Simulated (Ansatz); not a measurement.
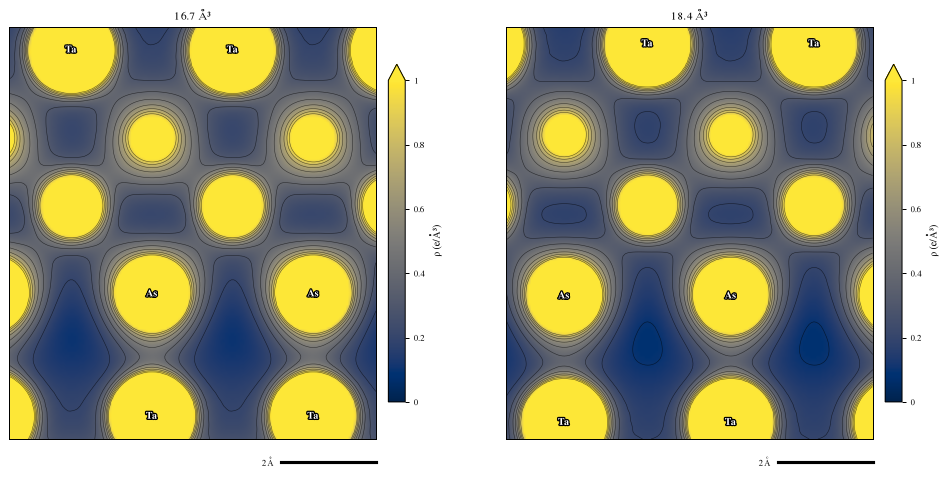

TaAs. The valence charge density (pseudo) of cells scaled evenly to different volumes (given per atom above each panel), on the (110) plane of each (indices in the axes of the cell below), at one length scale and on one colour scale.

A structure from a database of computed crystals, not necessarily the ambient phase.

Computed with Ansatz 0.2.0, Kohn-Sham DFT of a periodic cell, PBE, Ansatz PAW.

The density is the valence pseudo-density of a PAW calculation; it isn't the true density close to the nuclei.

The largest cell:

```cif
data_structure
_symmetry_space_group_name_H-M 'P 1'
_symmetry_Int_Tables_number 1
_cell_length_a 4.9655
_cell_length_b 6.4777
_cell_length_c 3.5112
_cell_angle_alpha 105.725
_cell_angle_beta 45.000
_cell_angle_gamma 112.537
_cell_volume 73.76
loop_
_atom_site_label
_atom_site_type_symbol
_atom_site_fract_x
_atom_site_fract_y
_atom_site_fract_z
_atom_site_occupancy
Ta1 Ta 0.49997 0.99993 0.00000 1
Ta2 Ta 0.74997 0.49993 0.50000 1
As1 As 0.08263 0.16526 0.00000 1
As2 As 0.33263 0.66526 0.50000 1
```

| volume (Å³/atom) | Ta–As contact in the plane (Å) | ρ at its midpoint (e/Å³) | pressure (GPa) | 
| --- | --- | --- | --- |
| 16.70 | 2.576 | 0.441 | 10.5 | 
| 17.40 | 2.612 | ? | ? | 
| 18.44 | 2.663 | 0.385 | −7.4 | 

Question: What values belong in the row with question marks?

Answer: Over the known rows ln ρ falls by 1.56 per Å of Ta–As distance (the line through the two), which gives 0.417 e/Å³ at 2.612 Å; the calculation gives 0.418 e/Å³. For the pressure, a straight line in volume between the neighbouring rows gives 3.3 GPa; the calculation gives 2.1, lower because pressure rises ever faster on compression.
